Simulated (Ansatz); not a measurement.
```xyz
4
Lattice="2.8406 0.0000 0.0000 -1.4203 2.4600 0.0000 0.0000 0.0000 23.9579" Properties=species:S:1:pos:R:3 pbc="T T T"
W     1.4203    0.8200    8.5000
W     0.0000    1.6400   10.8194
W     0.0000    0.0000   13.1622
W     1.4203    0.8200   15.4974
```

Method: Ansatz, DFT r2SCAN, scalar-relativistic, plane waves, PAW.

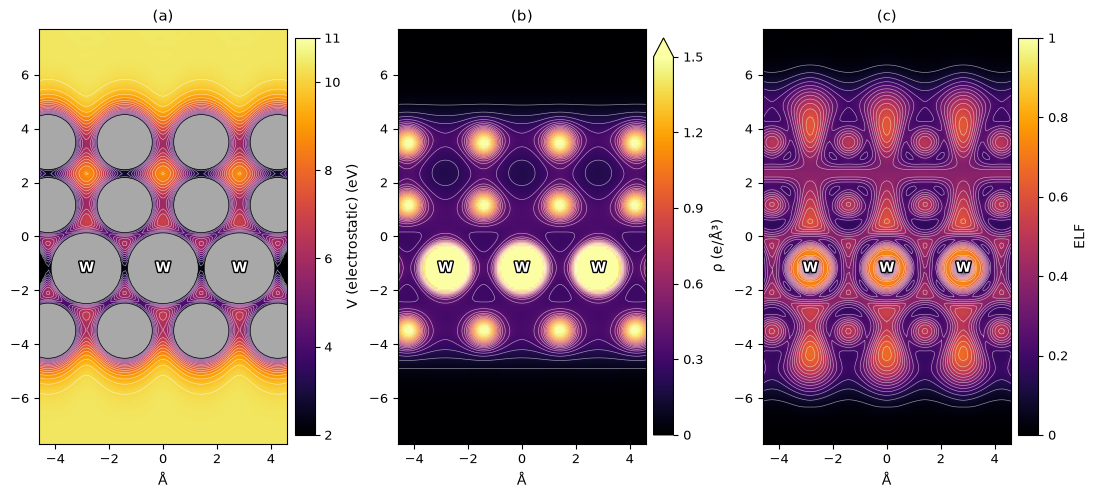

W (slab). (a) electrostatic potential (local pseudopotential plus Hartree) felt by an electron; (b) valence pseudo-density; (c) ELF on the (100) plane of the calculation cell, a cut from vacuum to vacuum. Grey discs cover the atomic cores in the potential map.

In a PAW calculation such maps are meaningful between the atoms, not at the nuclei.

### Read the bonding off the picture.

- The section cuts through W sites.
- Atoms just off the plane (W, 0.8 Å away) can leave unmarked features too.
- W–W (2.84 Å): ρ is about 0.36 e/Å³ halfway; the ELF is about 0.35 at the midpoint.
- The density dies away to nearly zero in the vacuum.
- The features right at W lie inside the PAW spheres, where the map follows smoothed inner orbitals and isn't to be read closely.
- Outside the cores the potential energy rises away from the atoms and is highest in the vacuum; its zero is arbitrary.

### Does the calculation make it a metal, or give it a gap?

It is metallic or semimetallic at this level of theory: no gap opens.
